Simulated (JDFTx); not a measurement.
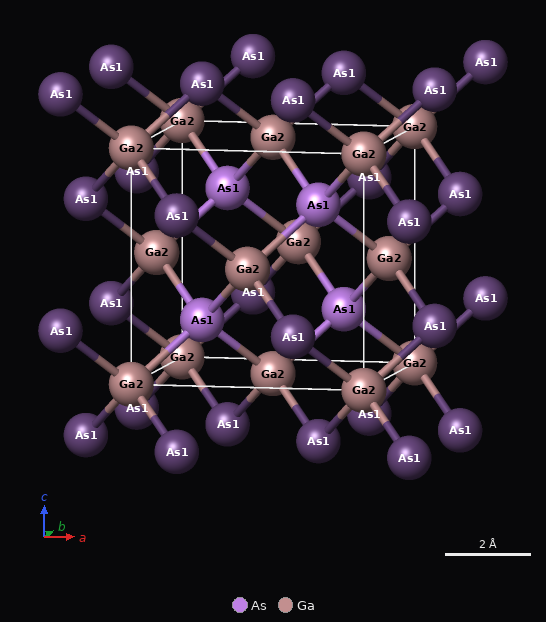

Fig. 1: The structure as given in the input (ball-and-stick view of the cell 4 times as large as that of the calculation, set on its symmetry axes, seen slightly off an axis; neighbours outside the cell are drawn fainter; atoms are numbered from 1 in the order of the input). Near neighbours in the crystal (not all of them lie inside the picture): As has 4 Ga at 2.45 Å; Ga has 4 As at 2.45 Å.

## GaAs: band-structure run

The run: band-structure run of GaAs (F-43m, 2 atoms in the cell). Method and program: Kohn-Sham DFT of a periodic cell, PBEsol, PseudoDojo-SR-PBEsol-0.4.1-standard, no spin polarisation (JDFTx 1.7.0 (patched build)).

The structure derives from an entry of the Crystallography Open Database.

**Input file**
```
lattice \
    0.0000000000     5.3419722954     5.3419722954 \
    5.3419722954     0.0000000000     5.3419722954 \
    5.3419722954     5.3419722954     0.0000000000
coords-type Lattice
ion As     0.7500000000     0.7500000000     0.7500000000 1
ion Ga     0.0000000000     0.0000000000     0.0000000000 1

ion-species pseudo/As.upf
ion-species pseudo/Ga.upf
elec-cutoff 42 336
elec-ex-corr gga-PBEsol
elec-smearing Fermi 0.0018374661
elec-n-bands 21
electronic-minimize nIterations 30 energyDiffThreshold 1e-06
davidson-band-ratio 1.3
forces-output-coords Cartesian
include path.kpoints
symmetries none
fix-electron-density run.$VAR

dump-name bands.$VAR
dump End Ecomponents EigStats BandEigs Kpoints Forces
```

**File path.kpoints**
```
kpoint +0.0000000000 +0.0000000000 +0.0000000000 0.020000000000
kpoint +0.0714285714 +0.0000000000 +0.0714285714 0.020000000000
kpoint +0.1428571429 +0.0000000000 +0.1428571429 0.020000000000
kpoint +0.2142857143 +0.0000000000 +0.2142857143 0.020000000000
kpoint +0.2857142857 +0.0000000000 +0.2857142857 0.020000000000
kpoint +0.3571428571 +0.0000000000 +0.3571428571 0.020000000000
kpoint +0.4285714286 +0.0000000000 +0.4285714286 0.020000000000
kpoint +0.5000000000 +0.0000000000 +0.5000000000 0.020000000000
kpoint +0.5000000000 +0.0833333333 +0.5833333333 0.020000000000
kpoint +0.5000000000 +0.1666666667 +0.6666666667 0.020000000000
kpoint +0.5000000000 +0.2500000000 +0.7500000000 0.020000000000
kpoint +0.4375000000 +0.3125000000 +0.7500000000 0.020000000000
kpoint +0.3750000000 +0.3750000000 +0.7500000000 0.020000000000
kpoint +0.3281250000 +0.3281250000 +0.6562500000 0.020000000000
kpoint +0.2812500000 +0.2812500000 +0.5625000000 0.020000000000
kpoint +0.2343750000 +0.2343750000 +0.4687500000 0.020000000000
kpoint +0.1875000000 +0.1875000000 +0.3750000000 0.020000000000
kpoint +0.1406250000 +0.1406250000 +0.2812500000 0.020000000000
kpoint +0.0937500000 +0.0937500000 +0.1875000000 0.020000000000
kpoint +0.0468750000 +0.0468750000 +0.0937500000 0.020000000000
kpoint +0.0000000000 +0.0000000000 +0.0000000000 0.020000000000
kpoint +0.0833333333 +0.0833333333 +0.0833333333 0.020000000000
kpoint +0.1666666667 +0.1666666667 +0.1666666667 0.020000000000
kpoint +0.2500000000 +0.2500000000 +0.2500000000 0.020000000000
kpoint +0.3333333333 +0.3333333333 +0.3333333333 0.020000000000
kpoint +0.4166666667 +0.4166666667 +0.4166666667 0.020000000000
kpoint +0.5000000000 +0.5000000000 +0.5000000000 0.020000000000
kpoint +0.5250000000 +0.4500000000 +0.5250000000 0.020000000000
kpoint +0.5500000000 +0.4000000000 +0.5500000000 0.020000000000
kpoint +0.5750000000 +0.3500000000 +0.5750000000 0.020000000000
kpoint +0.6000000000 +0.3000000000 +0.6000000000 0.020000000000
kpoint +0.6250000000 +0.2500000000 +0.6250000000 0.020000000000
kpoint +0.5625000000 +0.2500000000 +0.6875000000 0.020000000000
kpoint +0.5000000000 +0.2500000000 +0.7500000000 0.020000000000
kpoint +0.5000000000 +0.2916666667 +0.7083333333 0.020000000000
kpoint +0.5000000000 +0.3333333333 +0.6666666667 0.020000000000
kpoint +0.5000000000 +0.3750000000 +0.6250000000 0.020000000000
kpoint +0.5000000000 +0.4166666667 +0.5833333333 0.020000000000
kpoint +0.5000000000 +0.4583333333 +0.5416666667 0.020000000000
kpoint +0.5000000000 +0.5000000000 +0.5000000000 0.020000000000
kpoint +0.4791666667 +0.4791666667 +0.5416666667 0.020000000000
kpoint +0.4583333333 +0.4583333333 +0.5833333333 0.020000000000
kpoint +0.4375000000 +0.4375000000 +0.6250000000 0.020000000000
kpoint +0.4166666667 +0.4166666667 +0.6666666667 0.020000000000
kpoint +0.3958333333 +0.3958333333 +0.7083333333 0.020000000000
kpoint +0.3750000000 +0.3750000000 +0.7500000000 0.020000000000
kpoint +0.6250000000 +0.2500000000 +0.6250000000 0.020000000000
kpoint +0.5833333333 +0.1666666667 +0.5833333333 0.020000000000
kpoint +0.5416666667 +0.0833333333 +0.5416666667 0.020000000000
kpoint +0.5000000000 +0.0000000000 +0.5000000000 0.020000000000
```

Launch command:
```bash
jdftx -c 1 -i bands.in -o bands.out
```

**Log**
```
*************** JDFTx 1.7.0 (patched build) ***************

Input parsed successfully to the following command list (including defaults):
[... the input with its defaults ...]

---------- Initializing the Grid ----------
R =
[            0      5.34197      5.34197  ]
[      5.34197            0      5.34197  ]
[      5.34197      5.34197            0  ]
unit cell volume = 304.884
G =
[  -0.588096   0.588096   0.588096  ]
[   0.588096  -0.588096   0.588096  ]
[   0.588096   0.588096  -0.588096  ]
Minimum fftbox size, Smin = [  64  64  64  ]
Chosen fftbox size, S = [  64  64  64  ]

---------- Initializing tighter grid for wavefunction operations ----------
R =
[            0      5.34197      5.34197  ]
[      5.34197            0      5.34197  ]
[      5.34197      5.34197            0  ]
unit cell volume = 304.884
G =
[  -0.588096   0.588096   0.588096  ]
[   0.588096  -0.588096   0.588096  ]
[   0.588096   0.588096  -0.588096  ]
Minimum fftbox size, Smin = [  48  48  48  ]
Chosen fftbox size, S = [  48  48  48  ]

---------- Exchange Correlation functional ----------
Initalized PBEsol GGA exchange.
Initalized PBEsol GGA correlation.

---------- Setting up pseudopotentials ----------
Width of ionic core gaussian charges (only for fluid interactions / plotting) set to 0

Reading pseudopotential file 'pseudo/As.upf':
  'As' pseudopotential, 'PBESOL' functional
  Generated using ONCVPSP code by D. R. Hamann
  15 valence electrons, 3 orbitals, 6 projectors, 1001 radial grid points, with lMax = 2
    3D    l: 2   occupation: 10.0   eigenvalue: -1.493596
    4S    l: 0   occupation:  2.0   eigenvalue: -0.532985
    4P    l: 1   occupation:  3.0   eigenvalue: -0.190970
  Core radius for overlap checks: 1.74 bohrs.

Reading pseudopotential file 'pseudo/Ga.upf':
  'Ga' pseudopotential, 'PBESOL' functional
  Generated using ONCVPSP code by D. R. Hamann
  13 valence electrons, 3 orbitals, 6 projectors, 1001 radial grid points, with lMax = 2
    3D    l: 2   occupation: 10.0   eigenvalue: -0.704192
    4S    l: 0   occupation:  2.0   eigenvalue: -0.329374
    4P    l: 1   occupation:  1.0   eigenvalue: -0.094479
  Core radius for overlap checks: 1.84 bohrs.

Initialized 2 species with 2 total atoms.

Folded 50 k-points by 1x1x1 to 50 k-points.

---------- Setting up k-points, bands, fillings ----------
No reducable k-points.
Computing the number of bands and number of electrons
Calculating initial fillings.
nElectrons:  28.000000   nBands: 21   nStates: 50

----- Setting up reduced wavefunction bases (one per k-point) -----
average nbasis = 3956.020 , ideal nbasis = 3963.719

---------- Setting up ewald sum ----------
Optimum gaussian width for ewald sums = 2.426231 bohr.
Real space sum over 1331 unit cells with max indices [  5  5  5  ]
Reciprocal space sum over 2197 terms with max indices [  6  6  6  ]

---------- Allocating electronic variables ----------
Reading n from file 'run.n' ... done
Initializing wave functions:  linear combination of atomic orbitals
Note: number of bands (21) exceeds available atomic orbitals (18)

----------- Band structure minimization -------------
Minimization will be done independently for each quantum number.

---- Minimization of quantum number:     0  [ +0.0000000 +0.0000000 +0.0000000 ]  0.040000000 ----
BandDavidson: Iter:   0  Eband: -0.026982617656058
BandDavidson: Iter:   1  Eband: -0.055401426369232  dEband: -2.841881e-02
BandDavidson: Iter:   2  Eband: -0.058752510180860  dEband: -3.351084e-03
BandDavidson: Iter:   3  Eband: -0.060492896090173  dEband: -1.740386e-03
[... 672 lines of inner loops ...]
BandDavidson: Iter:   9  Eband: -0.043758722906723  dEband: -1.247090e-06
BandDavidson: Iter:  10  Eband: -0.043759270419715  dEband: -5.475130e-07
BandDavidson: Converged (dEband<1.000000e-06)
	FillingsUpdate:  mu: +0.327740540  nElectrons: 28.000000
WARNING: these k-points are no uniform mesh, so that mu and the fillings of partly filled bands are only those of these points: take mu from the calculation that made the density or potential.

Dumping 'bands.eigStats' ...
	eMin: -0.975897 at state 49 ( [ +0.500000 +0.000000 +0.500000 ] spin 0 )
	HOMO: +0.318495 at state 20 ( [ +0.000000 +0.000000 +0.000000 ] spin 0 )
	mu  : +0.327741
	LUMO: +0.334714 at state 20 ( [ +0.000000 +0.000000 +0.000000 ] spin 0 )
	eMax: +0.839227 at state 31 ( [ -0.375000 +0.250000 -0.375000 ] spin 0 )
	HOMO-LUMO gap: +0.016218
	Optical gap  : +0.016218 at state 20 ( [ +0.000000 +0.000000 +0.000000 ] spin 0 )
Done!
```

**Results in brief**

```tsv
quantity	value
outcome	converged
space group (tolerance 0.01 Å)	F-43m (216)
electrons treated	28
Fermi energy	8.917 eV
gap on the band path	0.44 eV
hardware	1 thread of Arm Neoverse V1, 24 GiB of memory available, shared host
wall time	63 s
peak memory	0.14 GiB
```
